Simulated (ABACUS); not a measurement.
Geometry relaxation of Al (part 2 of 2)

The same run, continued: Al (1 atom in the cell); Kohn-Sham DFT of a periodic cell, rSCAN, SG15 ONCV 1.2 PBE, no spin polarisation (ABACUS 3.10.1); cutoff 938.79 eV, 7×7×7 k-mesh, fermi-dirac of 0.05 eV. The structure derives from an entry of the Crystallography Open Database.

Geometry of the input (Å; fractional positions):
```
0.0000  2.0248  2.0248
2.0248  0.0000  2.0248
2.0248  2.0248  0.0000
Al 0.0000  0.0000  0.0000
```

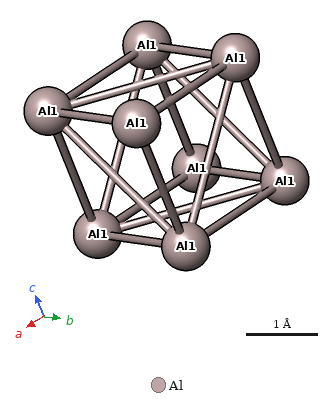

**Figure 1.** The geometry at step 1 of the log (ball-and-stick view of the cell of the calculation, seen at an oblique angle; atoms are numbered from 1 in the order of the input).

## What the program printed, continued
```
 PW ALGORITHM --------------- ION=   1  ELEC=   5--------------------------------

 Density error is 1.86301860703e-06
                          Error Threshold = 8.60098909425e-07
----------------------------------------------------------
     Energy           Rydberg                 eV
----------------------------------------------------------
 E_KohnSham     -138.5181743486      -1884.6364476984
 E_Harris       -138.5055613452      -1884.4648389838
 E_Fermi        0.8123977054         11.0532378350
----------------------------------------------------------

 PW ALGORITHM --------------- ION=   1  ELEC=   6--------------------------------

 Density error is 3.1480623239e-09
                          Error Threshold = 1.69365327912e-08
----------------------------------------------------------
     Energy           Rydberg                 eV
----------------------------------------------------------
 E_KohnSham     -138.5181748941      -1884.6364551209
 E_KS(sigma->0) -138.5180629866      -1884.6349325405
 E_Harris       -138.5183172442      -1884.6383918924
 E_band         -37.2554269195       -506.8860875278
 E_one_elec     -84.7911423067       -1153.6426752997
 E_Hartree      34.5258002564        469.7476114965
 E_xc           -15.7590238458       -214.4125192201
 E_Ewald        -72.4935851830       -986.3258269368
 E_entropy(-TS) -0.0002238151        -0.0030451608
 E_descf        0.0000000000         0.0000000000
 E_exx          0.0000000000         0.0000000000
 E_Fermi        0.8126315205         11.0564190528
----------------------------------------------------------

 charge density convergence is achieved
 final etot is -1884.6364551 eV
 EFERMI = 11.056419053 eV

 STATE ENERGY(eV) AND OCCUPATIONS    NSPIN == 1
[... levels at 5 further k points ...]

------------------------------------------------------------------------------------------
 TOTAL-FORCE (eV/Angstrom)
------------------------------------------------------------------------------------------
                       Al1         0.0000000000         0.0000000000         0.0000000000
------------------------------------------------------------------------------------------

----------------------------------------------------------------
 TOTAL-STRESS (KBAR)
----------------------------------------------------------------
       -57.4255571467        -0.0000000000        -0.0000000000
        -0.0000000000       -57.4255571467        -0.0000000000
        -0.0000000000         0.0000000000       -57.4255571467
----------------------------------------------------------------
 TOTAL-PRESSURE: -57.425557 KBAR

 Largest gradient in force is 0.000000 eV/A.
 Threshold is 0.020000 eV/A.

 Largest gradient in stress is 57.425557 kbar.
 Threshold is 0.500000 kbar.

 Relaxation is not converged yet!
CARTESIAN COORDINATES ( UNIT =       5.411243404200 Bohr ).
    atom                   x                   y                   z     mag                  vx                  vy                  vz
tauc_Al1            0.0000000000        0.0000000000        0.0000000000  0.0000        0.0000000000        0.0000000000        0.0000000000

                          Volume (Bohr^3) = 102.334461
                             Volume (A^3) = 15.164384

 Lattice vectors: (Cartesian coordinate: in unit of a_0)
            -0.000000           +0.686068           +0.686068
            +0.686068           +0.000000           +0.686068
            +0.686068           +0.686068           -0.000000
 Reciprocal vectors: (Cartesian coordinate: in unit of 2 pi/a_0)
            -0.728791           +0.728791           +0.728791
            +0.728791           -0.728791           +0.728791
            +0.728791           +0.728791           -0.728791

 -------------------------------------------
 STEP OF RELAXATION : 2
 -------------------------------------------

[... set-up of the moved cell ...]

 PW ALGORITHM --------------- ION=   2  ELEC=   1--------------------------------
 Notice: Threshold on eigenvalues was too large.
 hsover_error=0.110000 > DRHO=0.000066
 Origin diag ethr = 0.010000
 New diag ethr = 0.000001

 Density error is 0.000008143278
                          Error Threshold = 0.000000602189
----------------------------------------------------------
     Energy           Rydberg                 eV
----------------------------------------------------------
 E_KohnSham     -138.5174135860      -1884.6260969922
 E_Harris       -138.3380202477      -1882.1853254081
 E_Fermi        0.9102698160         12.3848562153
----------------------------------------------------------

[... 4 further cycles ...]
 PW ALGORITHM --------------- ION=   2  ELEC=   6--------------------------------

 Density error is 0.000000000081
                          Error Threshold = 0.000000000156
----------------------------------------------------------
     Energy           Rydberg                 eV
----------------------------------------------------------
 E_KohnSham     -138.5192247337      -1884.6507389212
 E_KS(sigma->0) -138.5191375901      -1884.6495532713
 E_Harris       -138.5190583479      -1884.6484751259
 E_band         -36.2224128368       -492.8312098889
 E_one_elec     -81.3433361667       -1106.7328661967
 E_Hartree      33.3588699481        453.8707101357
 E_xc           -15.8178845406       -215.2133600589
 E_Ewald        -74.7166996872       -1016.5728515013
 E_entropy(-TS) -0.0001742873        -0.0023712999
 E_descf        0.0000000000         0.0000000000
 E_exx          0.0000000000         0.0000000000
 E_Fermi        0.9006477889         12.2539418206
----------------------------------------------------------

 charge density convergence is achieved
 final etot is -1884.65073892125 eV
 EFERMI = 12.25394182064 eV

 STATE ENERGY(eV) AND OCCUPATIONS    NSPIN == 1
[... levels at 5 further k points ...]

------------------------------------------------------------------------------------------
 TOTAL-FORCE (eV/Angstrom)
------------------------------------------------------------------------------------------
                       Al1         0.0000000000         0.0000000000         0.0000000000
------------------------------------------------------------------------------------------

----------------------------------------------------------------
 TOTAL-STRESS (KBAR)
----------------------------------------------------------------
        32.8150591633         0.0000000000        -0.0000000000
         0.0000000000        32.8150591633        -0.0000000000
         0.0000000000        -0.0000000000        32.8150591633
----------------------------------------------------------------
 TOTAL-PRESSURE: 32.815059 KBAR

 Largest gradient in force is 0.000000 eV/A.
 Threshold is 0.020000 eV/A.

 Largest gradient in stress is 32.815059 kbar.
 Threshold is 0.500000 kbar.

 Relaxation is not converged yet!
CARTESIAN COORDINATES ( UNIT =       5.411243404200 Bohr ).
    atom                   x                   y                   z     mag                  vx                  vy                  vz
tauc_Al1            0.0000000000        0.0000000000        0.0000000000  0.0000        0.0000000000        0.0000000000        0.0000000000

                          Volume (Bohr^3) = 105.352076
                             Volume (A^3) = 15.611548

 Lattice vectors: (Cartesian coordinate: in unit of a_0)
            -0.000000           +0.692746           +0.692746
            +0.692746           +0.000000           +0.692746
            +0.692746           +0.692746           -0.000000
 Reciprocal vectors: (Cartesian coordinate: in unit of 2 pi/a_0)
            -0.721765           +0.721765           +0.721765
            +0.721765           -0.721765           +0.721765
            +0.721765           +0.721765           -0.721765

 -------------------------------------------
 STEP OF RELAXATION : 3
 -------------------------------------------

[... set-up of the moved cell ...]

 PW ALGORITHM --------------- ION=   3  ELEC=   1--------------------------------
 Notice: Threshold on eigenvalues was too large.
 hsover_error=0.110000 > DRHO=0.000050
 Origin diag ethr = 0.010000
 New diag ethr = 0.000000

 Density error is 0.000032188979
                          Error Threshold = 0.000000452721
----------------------------------------------------------
     Energy           Rydberg                 eV
----------------------------------------------------------
 E_KohnSham     -138.5193908719      -1884.6529993471
 E_Harris       -138.6125402606      -1885.9203617984
 E_Fermi        0.8702561800         11.8404427671
----------------------------------------------------------

[... 2 further cycles ...]
 PW ALGORITHM --------------- ION=   3  ELEC=   4--------------------------------

 Density error is 0.000000000294
                          Error Threshold = 0.000000000785
----------------------------------------------------------
     Energy           Rydberg                 eV
----------------------------------------------------------
 E_KohnSham     -138.5195531823      -1884.6552076928
 E_KS(sigma->0) -138.5194633823      -1884.6539859014
 E_Harris       -138.5197137035      -1884.6573916960
 E_band         -36.5615004098       -497.4447330019
 E_one_elec     -82.4575406880       -1121.8923964239
 E_Hartree      33.7331894858        458.9635887211
 E_xc           -15.7986181981       -214.9512280208
 E_Ewald        -73.9964041820       -1006.7727283863
 E_entropy(-TS) -0.0001796000        -0.0024435829
 E_descf        0.0000000000         0.0000000000
 E_exx          0.0000000000         0.0000000000
 E_Fermi        0.8718006781         11.8614567423
----------------------------------------------------------

 charge density convergence is achieved
 final etot is -1884.65520769281 eV
 EFERMI = 11.86145674230 eV

 STATE ENERGY(eV) AND OCCUPATIONS    NSPIN == 1
 1/5 kpoint (Cartesian) = 0.00000 0.00000 0.00000 (1067 pws)
       1     -95.261394       0.005831
       2     -54.586138       0.005831
       3     -54.586138       0.005831
       4     -54.586138       0.005831
       5      -0.471677       0.005831
       6      25.433687       0.000000
       7      25.433687       0.000000
       8      25.433687       0.000000
       9      27.991221       0.000000
      10      27.991221       0.000000

 2/5 kpoint (Cartesian) = 0.10311 0.10311 0.10311 (1073 pws)
       1     -95.260662       0.046647
       2     -54.592007       0.046647
       3     -54.587030       0.046647
       4     -54.587030       0.046647
       5       0.140302       0.046647
       6      20.114315       0.000000
       7      24.503996       0.000000
       8      24.503996       0.000000
       9      28.049902       0.000000
      10      29.830019       0.000000

 3/5 kpoint (Cartesian) = 0.20622 0.20622 0.20622 (1083 pws)
       1     -95.259048       0.046647
       2     -54.605174       0.046647
       3     -54.589031       0.046647
       4     -54.589031       0.046647
       5       1.959064       0.046647
       6      14.142417       0.000000
       7      23.780483       0.000000
       8      23.780483       0.000000
       9      27.498371       0.000000
      10      27.498371       0.000000

 4/5 kpoint (Cartesian) = 0.30933 0.30933 0.30933 (1089 pws)
       1     -95.257723       0.046647
       2     -54.615710       0.046647
       3     -54.590634       0.046647
       4     -54.590634       0.046647
       5       4.932418       0.046647
       6       9.048992       0.046647
       7      23.927925       0.000000
       8      23.927925       0.000000
       9      25.350611       0.000000
      10      25.350611       0.000000

 5/5 kpoint (Cartesian) = 0.00000 0.00000 0.20622 (1070 pws)
       1     -95.260406       0.034985
       2     -54.591815       0.034985
       3     -54.588391       0.034985
       4     -54.588391       0.034985
       5       0.343667       0.034985
       6      22.148322       0.000000
       7      22.367479       0.000000
       8      22.367479       0.000000
       9      26.145704       0.000000
      10      27.046494       0.000000

------------------------------------------------------------------------------------------
 TOTAL-FORCE (eV/Angstrom)
------------------------------------------------------------------------------------------
                       Al1         0.0000000000         0.0000000000         0.0000000000
------------------------------------------------------------------------------------------

----------------------------------------------------------------
 TOTAL-STRESS (KBAR)
----------------------------------------------------------------
         0.0155862898        -0.0000000000         0.0000000000
         0.0000000000         0.0155862898        -0.0000000000
         0.0000000000        -0.0000000000         0.0155862898
----------------------------------------------------------------
 TOTAL-PRESSURE: 0.015586 KBAR

 Largest gradient in force is 0.000000 eV/A.
 Threshold is 0.020000 eV/A.

 Largest gradient in stress is 0.015586 kbar.
 Threshold is 0.500000 kbar.

 Relaxation is converged!

 --------------------------------------------
 !FINAL_ETOT_IS -1884.6552076928051065 eV
 --------------------------------------------
```

## Trajectory as extended XYZ (Å, eV, eV/Å), 3 frames, from step=0 to step=2
```
1
Lattice="0.0000 2.0248 2.0248 2.0248 0.0000 2.0248 2.0248 2.0248 0.0000" Properties=species:S:1:pos:R:3:forces:R:3 step=0 energy=-1884.63646 pressure_GPa=-5.74
Al    0.0000    0.0000    0.0000    0.0000   0.0000   0.0000
1
Lattice="-0.0000 1.9646 1.9646 1.9646 0.0000 1.9646 1.9646 1.9646 -0.0000" Properties=species:S:1:pos:R:3:forces:R:3 step=1 energy=-1884.65074 pressure_GPa=3.28
Al    0.0000    0.0000    0.0000    0.0000   0.0000   0.0000
1
Lattice="-0.0000 1.9837 1.9837 1.9837 0.0000 1.9837 1.9837 1.9837 -0.0000" Properties=species:S:1:pos:R:3:forces:R:3 step=2 energy=-1884.65521 pressure_GPa=0.00
Al    0.0000    0.0000    0.0000    0.0000   0.0000   0.0000
```

## Results in brief

```tsv
quantity	value
outcome	converged
space group (tolerance 0.01 Å)	Fm-3m (225)
electrons treated	11
free energy	−1884.6552 eV
Fermi energy	11.861 eV
gap on the k-point mesh	none (metallic)
pressure	0.00 GPa
final volume	15.61 Å³
largest force (length of the vector) at the end	under 0.001 eV/Å
final cell	a = 2.805 Å, b = 2.805 Å, c = 2.805 Å, α = 60.00°, β = 60.00°, γ = 60.00°
wall time	15 s (CPU time 58 s)
peak memory	0.36 GiB
```
